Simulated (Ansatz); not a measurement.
System: ClO, space group Fm-3m (No. 225) (one of a set of cubic test structures, which need not be the stable phase).

One of the inputs:
```
crystal:
  lattice:
    - [0.0, 2.36387109515, 2.36387109515]
    - [2.36387109515, 0.0, 2.36387109515]
    - [2.36387109515, 2.36387109515, 0.0]
  atoms:
    - { symbol: Cl, position: [0, 0, 0] }
    - { symbol: O, position: [0.5, 0.5, 0.5] }
kpoints:
  mp_grid: { grid: [12, 12, 12] }
hamiltonian:
  xc: r2scan
  pseudopotentials: { kind: paw }
scf:
  occupations: { method: fermi_dirac, width: 0.1 }
output:
  forces: true
  stress: true
```

Launched with:
```bash
ansatz run input.yaml --threads 1
```

How it was computed, with Ansatz 0.2.0 development build: equation of state of a cubic crystal from periodic Kohn-Sham density functional theory without spin, third-order Birch-Murnaghan fit to the free energies; pressure corrected for the finite basis. Level: r2SCAN.

```csv
setting,value
structure type,rock salt
atoms in cell,2
space group number,225
lattice centring,face-centred primitive
k mesh,12×12×12
occupation method,Fermi–Dirac
occupation width,0.1 eV
wave cutoff,500 eV
datasets,soft-1 PAW
density tolerance,1e-07 eV
bands,11
density cutoff ratio,4
search for lower states,default
```

Predict the energy above the lowest point and pressure against volume. The volume takes the values 12.40, 12.80, 13.21, 13.61, 14.02 Å³/atom.

A third-order Birch–Murnaghan fit gives V0 = 13.15 Å³/atom, B0 = 99.3 GPa and B′ = 5.0. The energy above the lowest point is 15.0 meV/atom at volume 12.40 Å³/atom and 15.4 meV/atom at 14.02 Å³/atom; the lowest computed point is at volume 13.21 Å³/atom (0.0 meV/atom), and no other minimum shows among the points. The pressure falls from 6.8 GPa at volume 12.40 Å³/atom to −5.4 GPa at 14.02 Å³/atom, and changes sign near 13.16 Å³/atom.

```csv
volume (Å³/atom),energy above the lowest point (meV/atom),pressure (GPa)
12.40,15.0,6.8
12.80,3.0,2.9
13.21,0.0,-0.4
13.61,4.6,-3.1
14.02,15.4,-5.4
```

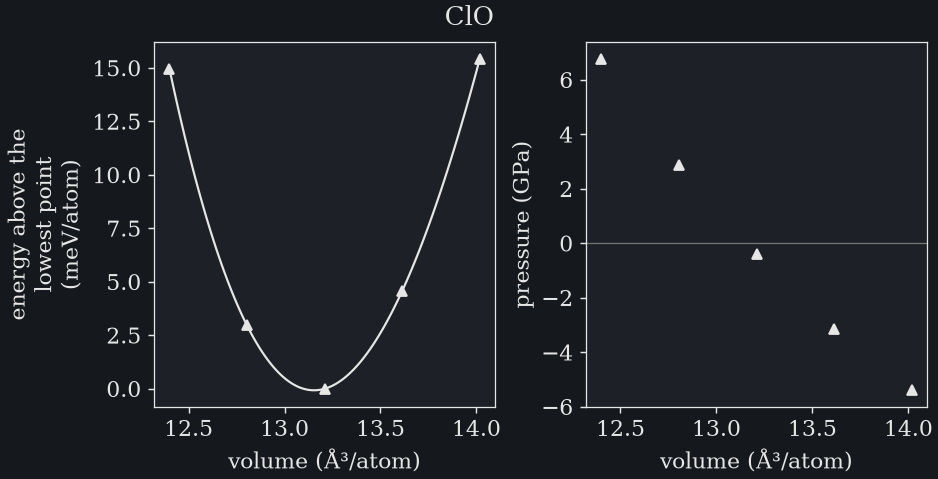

Keep in mind: cubic model structure, not the ambient form; modest k-mesh, values are not fully converged in k; no spin polarisation, a magnetic state may lie lower.
